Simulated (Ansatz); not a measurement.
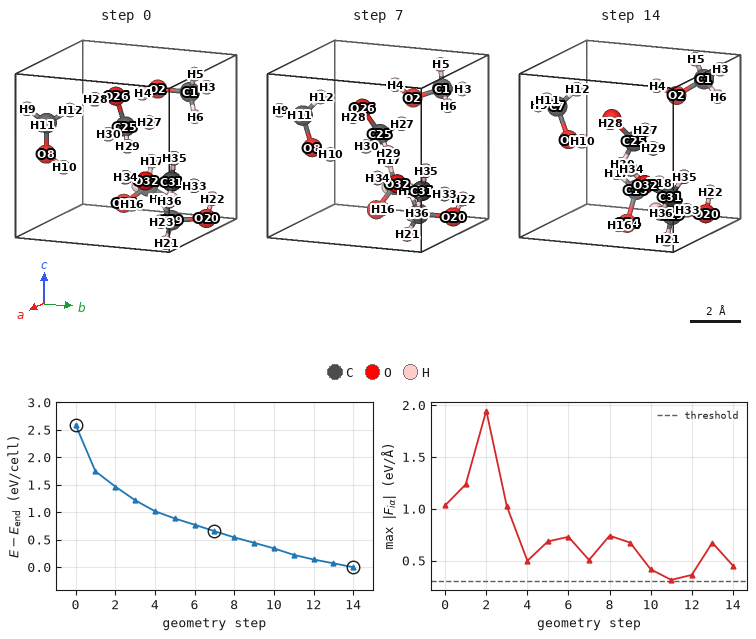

Frames of a relaxation of an amorphous cell of composition H4CO, marked on the history of the run. The picture is a ball-and-stick view of the cell of the calculation, seen slightly off an axis.

The cell holds 6 CH3OH. The run prepares the start of a later molecular dynamics calculation, from a guessed geometry.

Level of theory: Ansatz 0.2.0, DFT r2SCAN-D3(BJ), scalar-relativistic, plane waves, PAW. Set-up: plane-wave cutoff 500 eV; k-point mesh 1 × 1 × 1; occupations fermi dirac; smearing width 0.02 eV; no spin polarisation; atoms relaxed in a fixed cell; force threshold 0.3 eV/Å; at most 15 steps.

Question: What happens along the run?

Answer: The relaxation stopped without meeting its thresholds, so the last structure isn't shown to be converged. It used up its limit of 15 steps. The largest move is that of an H atom, 1.73 Å along [3 −3 −1]. By element the largest moves are H 1.73 Å, C 1.05 Å, O 0.97 Å. The lattice vectors keep their values. Near-neighbour distances that change, for instance: C–O 1.423 → 1.444 Å, H–O 0.970 → 0.987 Å, C–H 1.097 → 1.108 Å, C–O 1.423 → 1.419 Å. Among the angles between lasting bonds that change: C–O–H 107.4° → 110.5°, O–C–H 106.3° → 109.1°, H–C–H 108.8° → 106.3°. After 14 geometry steps the energy has fallen by 2.593 eV per cell of the calculation. The largest force component goes from 1 to 0.45 eV/Å. Cost: 3 min on 1 thread of Intel(R) Xeon(R) 6975P-C (Granite Rapids), with other jobs on the host, peak memory 0.9 GiB. From step 0 to 7: an H atom moves most (0.98 Å), energy −1.937 eV per cell of the calculation. From step 7 to 14: an H atom moves most (1.15 Å), energy −0.656 eV per cell of the calculation.

```json
{"step": "0", "E − E(0), meV/atom": "0.00", "largest force component, eV/Å": "1.0341"}
{"step": "1", "E − E(0), meV/atom": "-23.53", "largest force component, eV/Å": "1.2364"}
{"step": "2", "E − E(0), meV/atom": "-31.21", "largest force component, eV/Å": "1.9484"}
{"step": "3", "E − E(0), meV/atom": "-38.15", "largest force component, eV/Å": "1.0249"}
{"step": "4", "E − E(0), meV/atom": "-43.70", "largest force component, eV/Å": "0.4991"}
{"step": "5", "E − E(0), meV/atom": "-47.37", "largest force component, eV/Å": "0.6864"}
{"step": "6", "E − E(0), meV/atom": "-50.54", "largest force component, eV/Å": "0.7301"}
{"step": "7", "E − E(0), meV/atom": "-53.80", "largest force component, eV/Å": "0.5069"}
{"step": "8", "E − E(0), meV/atom": "-56.95", "largest force component, eV/Å": "0.7413"}
{"step": "9", "E − E(0), meV/atom": "-59.69", "largest force component, eV/Å": "0.6746"}
{"step": "10", "E − E(0), meV/atom": "-62.51", "largest force component, eV/Å": "0.4169"}
{"step": "11", "E − E(0), meV/atom": "-65.80", "largest force component, eV/Å": "0.3149"}
{"step": "12", "E − E(0), meV/atom": "-68.13", "largest force component, eV/Å": "0.3628"}
{"step": "13", "E − E(0), meV/atom": "-70.06", "largest force component, eV/Å": "0.6738"}
{"step": "14", "E − E(0), meV/atom": "-72.03", "largest force component, eV/Å": "0.4529"}
```

Limits of the set-up: the periodic images lie only 6.9 Å apart, so the values are limited by the cell's size.
